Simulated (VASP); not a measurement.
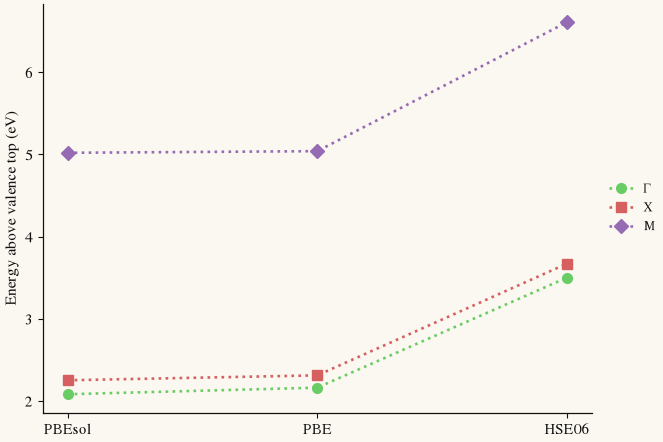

Lowest conduction level at each named k point, counted from the valence-band top at R, by several methods on one cell of cubic perovskite-type KTaO$_{3}$, space group Pm-3m, 5 atoms in the cell; cubic a = 3.989 Å. All runs are without spin-orbit coupling and carry no moments. The cell is at 6 GPa in PBE.

```
method  program  Γ (eV)  X (eV)  M (eV)
PBEsol     VASP    2.08    2.25    5.02
   PBE     VASP    2.16    2.31    5.04
 HSE06     VASP    3.50    3.67    6.61
```

Estimate the PBE0 values. It was run as: PBE0, VASP PAW PBE potentials, release 64 (K_sv, Ta_pv, O), 4×4×4 k mesh, 520 eV cutoff, Gaussian smearing of 0.03 eV (VASP 6.6.1).

Answer. PBE0 keeps the long-range exact exchange that HSE06 screens off, so it lies above HSE06, here by 0.73 eV at Γ. PBE0 gives 4.23 eV at Γ, 4.40 eV at X and 7.37 eV at M, which is +2.07 eV from PBE at Γ.

Does PBE0 shift these levels rigidly from PBE?

Answer. The shifts are +2.07 eV at Γ, +2.09 eV at X and +2.33 eV at M, and at points that aren't plotted +2.52 eV (R): over the named points that both runs hold, a spread of 0.45 eV on a mean of 2.25 eV, so one shift describes them only roughly.

How do the methods rank at Γ?

Answer. From low to high: PBEsol 2.08, PBE 2.16, HSE06 3.50, PBE0 4.23 eV.

Settings. PBEsol: VASP PAW PBE potentials, release 64 (K_sv, Ta_pv, O), 8×8×8 k mesh, 600 eV cutoff, Gaussian smearing of 0.03 eV (VASP 6.6.1). PBE: VASP PAW PBE potentials, release 64 (K_sv, Ta_pv, O), 4×4×4 k mesh, 520 eV cutoff, Gaussian smearing of 0.03 eV (VASP). HSE06: VASP PAW PBE potentials, release 64 (K_sv, Ta_pv, O), 4×4×4 k mesh, 520 eV cutoff, Gaussian smearing of 0.03 eV (VASP).

These are four of the 5 methods that were run on this cell. Spin-orbit coupling is left out, which matters for Ta. PBEsol, HSE06 and PBE0: the PAW data sets were made with another functional. LDA, GGA and most meta-GGA functionals understate gaps. HSE06 and PBE0: the k mesh is thin for exact exchange.
